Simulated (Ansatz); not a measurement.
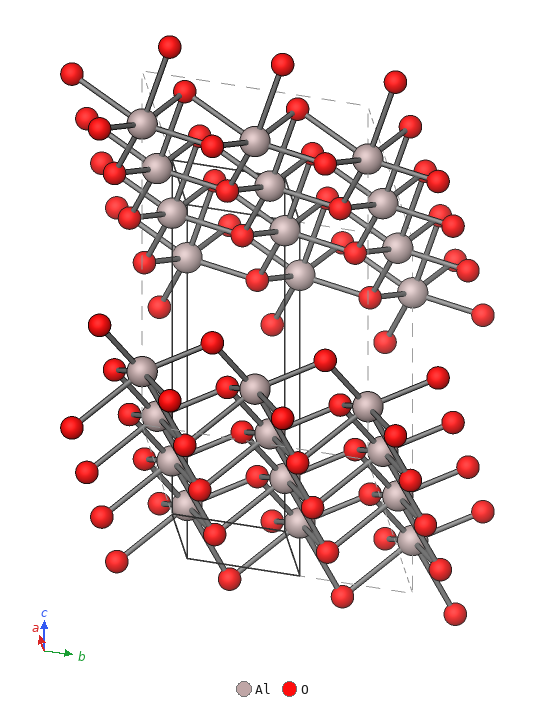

Crystal structure, ball-and-stick style, seen from a general direction. The conventional unit cell (solid box) is repeated to 3×2×1 cells. Some neighbours outside the box are added.

Its composition is Al2O3. It is primitive hexagonal, space group P-6m2 (No. 187). In the cell are 2 Al, 3 O, which makes 1 formula unit. The neighbours of Al are six O. O takes two kinds of site: 2h with three Al in a trigonal pyramidal arrangement; 1e with six Al in a trigonal prismatic arrangement. Not all metal-metal contacts are counted. The bonds build Al2O3 layers parallel to (001).

The model was built from a structure listed in the Materials Project. The cell was then strained or its atoms displaced on purpose. An electronic-structure calculation with Ansatz was run on it.

At this level of theory the cell isn't at rest (compressed, at 20 GPa and forces up to 1.8 eV/Å), so its distances can differ from those at equilibrium, the more so the softer the solid.
